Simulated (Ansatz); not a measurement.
The coordinates of a crystal:

```yaml
crystal:
  lattice:
    - [4.27832, 0.00000, 0.00000]
    - [0.00000, 4.27832, 0.00000]
    - [0.00000, 0.00000, 6.32476]
  atoms:
    - { symbol: Cd, position: [0.00000, 0.00000, 0.00000] }
    - { symbol: Se, position: [0.50000, 0.00000, 0.25000] }
    - { symbol: Cd, position: [0.50000, 0.50000, 0.50000] }
    - { symbol: Se, position: [0.00000, 0.50000, 0.75000] }
```

### Characterise the structure given above.

Chemical formula CdSe. Space group I-4m2 (No. 119), lattice body-centred tetragonal. In the cell are 2 Cd, 2 Se, which makes 2 formula units. The polyhedra are CdSe4 tetrahedra; they share corners. The coordination shell of Cd holds four Se in a tetrahedral arrangement at 2.66 Å. Se is coordinated by four Cd in a tetrahedral arrangement at 2.66 Å. The bonds build a three-dimensional framework.

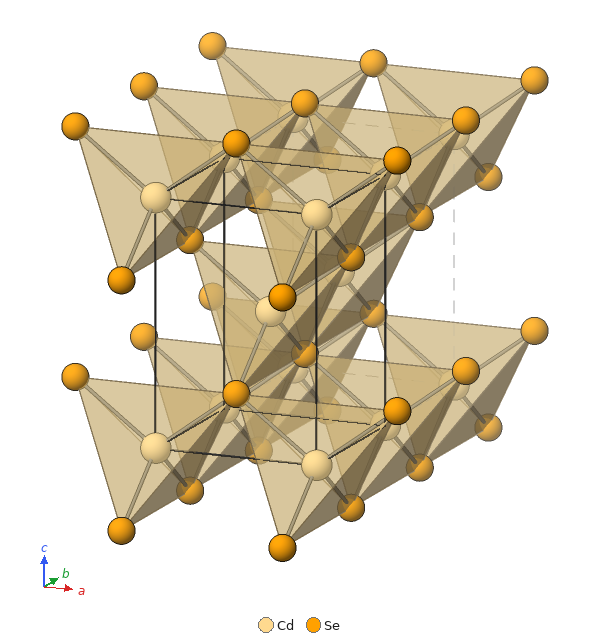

Crystal structure, polyhedral style, seen slightly off an axis. The solid box is one conventional unit cell, and 1×2×1 cells are shown. Some atoms of the next cells are drawn as well.

The initial geometry was a structure listed in the Materials Project. The cell was then strained or its atoms displaced on purpose. It was run through Ansatz as a DFT input.
